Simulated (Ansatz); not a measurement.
Single-point calculation, with input and output: GaCo₃ (part 1 of 2)

GaCo₃ (P6₃/mmc, 8 atoms in the cell), computed with DFT r2SCAN, scalar-relativistic, plane waves, PAW, spin-polarised (Ansatz 0.2.0).

The structure derives from a Materials Project entry. Figures and captions count atoms from 1; the log counts them from 0 in places.

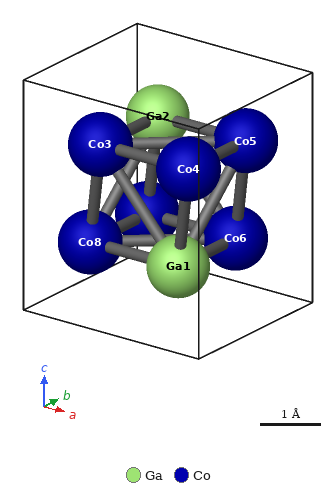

The input geometry (ball-and-stick view of the cell of the calculation, seen slightly off an axis; atoms are numbered from 1 in the order of the input). An atom can appear more than once, as a periodic image.

The input:
```yaml
crystal:
  lattice:
    - [4.9101700219, 0.0, 0.0]
    - [-2.4550850109, 4.2523319759, 0.0]
    - [0.0, 0.0, 3.9686856315]
  atoms:
    - { symbol: Ga, position: [0.66666667, 0.33333333, 0.25], spin: -0.08 }
    - { symbol: Ga, position: [0.33333333, 0.66666667, 0.75], spin: -0.08 }
    - { symbol: Co, position: [0.33139, 0.165695, 0.75], spin: 1.82 }
    - { symbol: Co, position: [0.834305, 0.165695, 0.75], spin: 1.82 }
    - { symbol: Co, position: [0.834305, 0.66861, 0.75], spin: 1.82 }
    - { symbol: Co, position: [0.66861, 0.834305, 0.25], spin: 1.82 }
    - { symbol: Co, position: [0.165695, 0.834305, 0.25], spin: 1.82 }
    - { symbol: Co, position: [0.165695, 0.33139, 0.25], spin: 1.82 }
magnetization:
  spin_polarized: true
basis:
  ecutwfc: 500
  fft_grid_basis: typed
kpoints:
  mp_grid: { grid: [9, 9, 8] }
hamiltonian:
  xc: r2scan
  pseudopotentials: { kind: paw }
scf:
  occupations: { method: gaussian, width: 0.05 }
output:
  forces: true
  stress: true
  eigenvalues: true
  bader: true
  write_density: true
  volumetric_format: npy
  populations: true
  elf: true
```

Hardware: 2 threads of Arm Neoverse N1, 98 GiB of memory available, shared host.

Launch command:
```bash
ansatz run input.yaml --threads 2 --pin off --max-ram 4096MiB --backend cpu --events-out ev --progress --plain --runs-dir out
```

What the program printed:
```
Engine: ansatz 0.2.0, aarch64-unknown-linux-gnu
Pseudopotentials: kind: paw
Pseudopotential: Ga, paw, valence charge 13, recommended cutoff 500 eV (meta_gga), Ga.paw.azcp
Pseudopotential: Co, paw, valence charge 17, recommended cutoff 500 eV (meta_gga), Co.paw.azcp
Functional definition: r2SCAN
  parameter k0 = 0.174
  parameter k1 = 0.065
  parameter a1 = 4.9479
  exchange = r2scan_x(k0 = k0, k1 = k1, a1 = a1)
  correlation = r2scan_c
Crystal: 8 atoms, lattice volume = 82.865 Å³
Basis set: ecut = 500 eV, 2097 PW (Γ), exchange–correlation on 144×144×120 points (64 copies of the dense FFT grid, shifted against one another)
Bands: 84, of which v1, the nominal top of the filled ones, is band 64 counted from 1 (63 counted from 0)
Symmetry: 24 space group operations
Space group: P63/mmc (ITA 194), of the structure as read, at distance tolerance 4.4e-5 Å
Magnetic group: BNS 194.263 (UNI 1493), of the structure as read, at distance tolerance 4.4e-5 Å
k-points: 60 of 648
Non-local potential: Ga, projectors of the file, l = 0: 2, l = 1: 2, l = 2: 3, l = 3: 1
Non-local potential: Co, projectors of the file, l = 0: 3, l = 1: 2, l = 2: 3, l = 3: 1
PAW form: soft (Blöchl's): semilocal exchange-correlation on the pseudo side does not see the compensation charge
PAW frozen core: Ga, regenerated for the run's functional (the file was generated under x = pbe(κ = 0.804, μ = 0.2195149727645171), c = pbe(β = 0.06672455060314922))
PAW frozen core: Co, regenerated for the run's functional (the file was generated under x = pbe(κ = 0.804, μ = 0.2195149727645171), c = pbe(β = 0.06672455060314922))
PAW one-centre angular grid: Ga, 590 points (default); XC on 160 Gauss nodes
PAW one-centre angular grid: Co, 590 points (default); XC on 160 Gauss nodes
Initial density: superposition of atomic densities (chi_scale 0.1, normalization cell)
Starting moments: Σ|m| = 11.08 μB on 8 of 8 sites
Initial wavefunctions: pseudopotential atomic-orbital guess
Functional: x = r2scan, c = r2scan; τ floored in thin density (d = 2e-4 eV/Å³)
iter 1 solved again at ethr=2.95e-3 eV; its pass at ethr=3.10e-3 eV (dr2=3.78e0 eV) is discarded
SCF iter   1: F=—  HF=-38358.699781 eV  |F-HF|=—  |Δ(HF+E_count)|=         —  Δρ=7.08e-2 (↑2.61e-2 ↓7.08e-2)  dr2=4.73e0  dr2_τ=5.43e-2  dr2_m=5.24e-1  M=9.908 μB ∫|m|=10.748 μB  β_m=1.00  ethr=2.95e-3  ⟨swp⟩=3.1  Hψ=53875  notcnv=0
Mixer restart at iter 1: flushing history
preconditioner: auto → Kerker (q_TF=auto, 2.933 Å⁻¹)  [metal: Δε(μ)=0.002 eV  Ē_g=12.461 eV  σ=0.050 eV  W_gap=0.02  n_scr=26 (ndim 8)  ℏωp=36.5 eV  f_vac=0.000  D(μ)=10.67/eV (n_scr^D=150)]
spin=Collinear: Kerker preconditioning applied to the charge; magnetization (m = ρ↑ − ρ↓) channel mixes plain (no charge-response kernel on spin).
SCF iter   2: F=—  HF=-38360.105588 eV  |F-HF|=—  |Δ(HF+E_count)|=    1.41e0  Δρ=1.61e-2 (↑1.57e-2 ↓1.61e-2)  dr2=1.05e0  dr2_τ=3.27e-2  dr2_m=1.57e-2  M=9.643 μB ∫|m|=10.929 μB  β_m=1.00  ethr=2.95e-3  ⟨swp⟩=3.4  Hψ=18225  notcnv=0  defer=922  κ⁻¹=1.0e0(r=1)
SCF iter   3: F=—  HF=-38364.336535 eV  |F-HF|=—  |Δ(HF+E_count)|=    4.23e0  Δρ=1.47e-2 (↑1.25e-2 ↓1.47e-2)  dr2=8.42e-1  dr2_τ=2.12e-3  dr2_m=3.09e-3  M=9.458 μB ∫|m|=10.887 μB  β_m=1.00  ethr=8.23e-4  ⟨swp⟩=2.5  Hψ=12981  notcnv=0  defer=1224  κ⁻¹=1.8e-2(r=2)
SCF iter   4: F=—  HF=-38368.476305 eV  |F-HF|=—  |Δ(HF+E_count)|=    4.14e0  Δρ=1.18e-2 (↑9.49e-3 ↓1.18e-2)  dr2=5.34e-1  dr2_τ=4.81e-4  dr2_m=2.45e-3  M=9.192 μB ∫|m|=10.706 μB  β_m=1.00  ethr=6.58e-4  ⟨swp⟩=2.8  Hψ=15136  notcnv=0  defer=1223  κ⁻¹=1.1e-2(r=3)
SCF iter   5: F=—  HF=-38369.004357 eV  |F-HF|=—  |Δ(HF+E_count)|=   5.28e-1  Δρ=7.14e-3 (↑7.14e-3 ↓6.96e-3)  dr2=1.60e-1  dr2_τ=2.25e-3  dr2_m=1.21e-3  M=8.855 μB ∫|m|=10.335 μB  β_m=1.00  ethr=4.17e-4  ⟨swp⟩=3.5  Hψ=21168  notcnv=0  defer=1233  κ⁻¹=7.2e-4(r=4)
SCF iter   6: F=—  HF=-38369.457039 eV  |F-HF|=—  |Δ(HF+E_count)|=         —  Δρ=7.77e-3 (↑7.77e-3 ↓3.44e-3)  dr2=3.19e-2  dr2_τ=2.27e-4  dr2_m=8.81e-3  M=8.826 μB ∫|m|=10.151 μB  β_m=1.00  ethr=1.25e-4  ⟨swp⟩=2.9  Hψ=17610  notcnv=0  defer=1261
Mixer restart at iter 6: flushing history
SCF iter   7: F=—  HF=-38369.521962 eV  |F-HF|=—  |Δ(HF+E_count)|=         —  Δρ=7.92e-3 (↑6.30e-3 ↓7.92e-3)  dr2=2.88e-2  dr2_τ=9.28e-4  dr2_m=1.54e-2  M=8.680 μB ∫|m|=10.038 μB  β_m=1.00  ethr=2.49e-5  ⟨swp⟩=1.7  Hψ=10784  notcnv=0  defer=1260
Mixer restart at iter 7: flushing history
SCF iter   8: F=—  HF=-38369.498636 eV  |F-HF|=—  |Δ(HF+E_count)|=   2.33e-2  Δρ=4.07e-3 (↑2.38e-3 ↓4.07e-3)  dr2=2.16e-2  dr2_τ=1.44e-4  dr2_m=7.00e-4  M=8.722 μB ∫|m|=10.078 μB  β_m=1.00  ethr=3.91e-5  ⟨swp⟩=2.1  Hψ=17069  notcnv=0  defer=1260
SCF iter   9: F=—  HF=-38369.496554 eV  |F-HF|=—  |Δ(HF+E_count)|=   2.08e-3  Δρ=1.74e-3 (↑1.23e-3 ↓1.74e-3)  dr2=5.33e-3  dr2_τ=1.78e-4  dr2_m=6.88e-5  M=8.729 μB ∫|m|=10.088 μB  β_m=1.00  ethr=1.69e-5  ⟨swp⟩=2.0  Hψ=11528  notcnv=0  defer=1260  κ⁻¹=1.0e0(r=1)
SCF iter  10: F=—  HF=-38369.495714 eV  |F-HF|=—  |Δ(HF+E_count)|=   8.39e-4  Δρ=6.23e-4 (↑6.23e-4 ↓5.68e-4)  dr2=6.71e-4  dr2_τ=1.40e-5  dr2_m=1.05e-5  M=8.730 μB ∫|m|=10.092 μB  β_m=1.00  ethr=4.17e-6  ⟨swp⟩=1.6  Hψ=11551  notcnv=0  defer=1261  κ⁻¹=2.8e-2(r=2)
SCF iter  11: F=—  HF=-38369.495590 eV  |F-HF|=—  |Δ(HF+E_count)|=   1.25e-4  Δρ=4.16e-4 (↑3.92e-4 ↓4.16e-4)  dr2=1.90e-4  dr2_τ=8.10e-6  dr2_m=3.53e-7  M=8.730 μB ∫|m|=10.092 μB  β_m=1.00  ethr=5.24e-7  ⟨swp⟩=2.0  Hψ=13001  notcnv=0  defer=1261  κ⁻¹=7.2e-3(r=3)
SCF iter  12: F=—  HF=-38369.495722 eV  |F-HF|=—  |Δ(HF+E_count)|=   1.32e-4  Δρ=2.89e-4 (↑2.43e-4 ↓2.89e-4)  dr2=7.50e-5  dr2_τ=1.78e-6  dr2_m=6.02e-7  M=8.728 μB ∫|m|=10.091 μB  β_m=1.00  ethr=1.48e-7  ⟨swp⟩=2.0  Hψ=17792  notcnv=0  defer=1261  κ⁻¹=1.4e-3(r=4)
SCF iter  13: F=—  HF=-38369.495811 eV  |F-HF|=—  |Δ(HF+E_count)|=   8.85e-5  Δρ=1.32e-4 (↑1.32e-4 ↓1.23e-4)  dr2=3.28e-5  dr2_τ=1.13e-7  dr2_m=2.14e-7  M=8.726 μB ∫|m|=10.089 μB  β_m=1.00  ethr=5.86e-8  ⟨swp⟩=2.0  Hψ=17841  notcnv=0  defer=1262  κ⁻¹=1.2e-4(r=5)
SCF iter  14: F=—  HF=-38369.495795 eV  |F-HF|=—  |Δ(HF+E_count)|=   1.58e-5  Δρ=5.77e-5 (↑5.39e-5 ↓5.77e-5)  dr2=6.35e-6  dr2_τ=3.42e-8  dr2_m=8.74e-8  M=8.725 μB ∫|m|=10.088 μB  β_m=1.00  ethr=2.57e-8  ⟨swp⟩=1.0  Hψ=10094  notcnv=0  defer=1261  κ⁻¹=1.6e-5(r=6)
SCF iter  15: F=—  HF=-38369.495795 eV  |F-HF|=—  |Δ(HF+E_count)|=   3.67e-7  Δρ=3.49e-5 (↑3.49e-5 ↓1.40e-5)  dr2=5.52e-7  dr2_τ=5.46e-8  dr2_m=1.60e-7  M=8.725 μB ∫|m|=10.087 μB  β_m=1.00  ethr=4.96e-9  ⟨swp⟩=2.0  Hψ=15737  notcnv=0  defer=1261  κ⁻¹=1.5e-6(r=7)
SCF iter  16: F=—  HF=-38369.495796 eV  |F-HF|=—  |Δ(HF+E_count)|=   5.87e-7  Δρ=1.18e-5 (↑1.18e-5 ↓9.13e-6)  dr2=1.61e-7  dr2_τ=1.29e-9  dr2_m=5.22e-9  M=8.725 μB ∫|m|=10.087 μB  β_m=1.00  ethr=4.31e-10  ⟨swp⟩=2.0  Hψ=17802  notcnv=0  defer=1261  κ⁻¹=7.9e-7(r=8)
SCF iter  17: F=-38369.495796 eV  HF=-38369.495796 eV  |F-HF|=1.24e-9  |Δ(HF+E_count)|=   7.61e-8  Δρ=6.35e-6 (↑6.35e-6 ↓6.12e-6)  dr2=4.69e-8  dr2_τ=8.63e-10  dr2_m=7.09e-10  M=8.725 μB ∫|m|=10.087 μB  ethr=7.81e-11  ⟨swp⟩=9.3  Hψ=50304  notcnv=0
SCF 1 converged in 17 iterations: F = -38369.495796 eV  dr2 = 4.69e-8
  greatest PAW one-centre occupation: 1.004 electrons in one spin orbital (limit 2), on the Co atom at site 6 (counted from 0), in its partial waves of l = 1
```

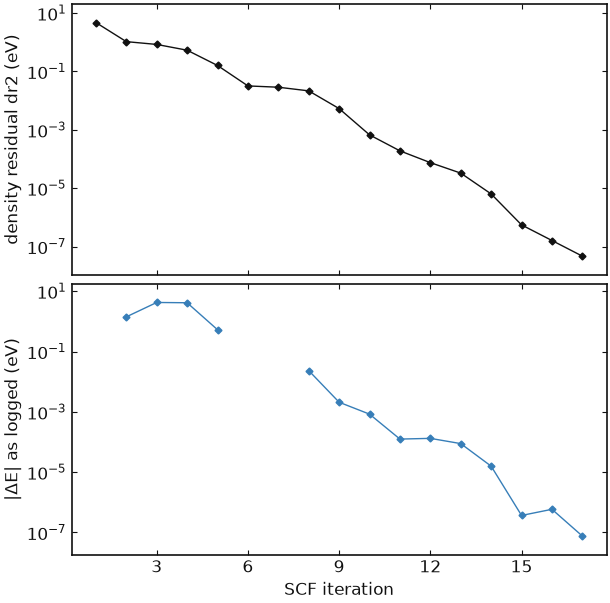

Convergence of the self-consistent field: density residual dr2 and size of the energy change against the SCF iteration. The residual falls at every step.

```
this state was not tested for a lower state beside it, because the mixer in use, unlike msr1, does not test its closes by its own steps (another_mixer; see scf.mixing.algorithm and scf.lower_state_search)
SCF converged after 17 iterations
Magnetization: 8.7249 μB (68.3624 up, 59.6376 down)
Absolute magnetization: 10.0865 μB (∫|ρ↑−ρ↓|, with the PAW one-centre terms)
Spin contamination: 0.2354 ħ² per cell (⟨S²⟩ above its minimum at these occupations)
Per-site moments (μB) at R_I (Å): [(-0.07264531489808644, 1.0079071653029001), (-0.07264531489808643, 1.0079071653029001), (1.5585116589644725, 1.0039444550404124), (1.5585116589644723, 1.0039444550404124), (1.5585116589644719, 1.0039444550404124), (1.5585116589644727, 1.0039444550404126), (1.558511658964472, 1.0039444550404124), (1.5585116589644719, 1.0039444550404124)]
Free energy (F): -38369.495796 eV
Harris-Foulkes:  -38369.495796 eV  (|F-HF|=1.24e-9)
Internal energy: -38369.486453 eV  (E = F + TS)
E sigma→0 (E₀):  -38369.491124 eV
Entropy (-TS):   -0.009343 eV (-1.168 meV/atom)
Fermi energy:    19.878921 eV
--- Per-component energies (eV) ---
  E_band       = -1339.916991
  E_kinetic    = 2982.187705
  E_local      = -19548.498049  (includes V_loc(G=0)·N_el)
  E_nonlocal   = 3604.656995
  E_hartree    = 8475.056473
  E_xc         = -1080.701828
  E_vxc        = -1514.159915  (∫ρ·V_xc dr)
  E_paw        = -13158.843404  (= ΣΔE_a)
  E_vpaw       = -3909.978359  (= ΣTr[D̂ρ^β])
  E_aug_tail   = 0.000124  (compensation charges beyond the density's cutoff)
  E_vtau       = 95.735295  (kinetic-family band-sum trace: ∫τ·v_τ [+ j·A + Jᵃ·Aᵃ] dr)
  E_ewald      = -19640.267092
  E_core_change = -3.077377  (= ΣΔE_core)
  E_smearing   = -0.009343  (= −TS)
  E_closure    = 0.000000  (closes the sum)
  Σ components = -38369.495796   (vs F -38369.495796, Δ=0.00e0)
```
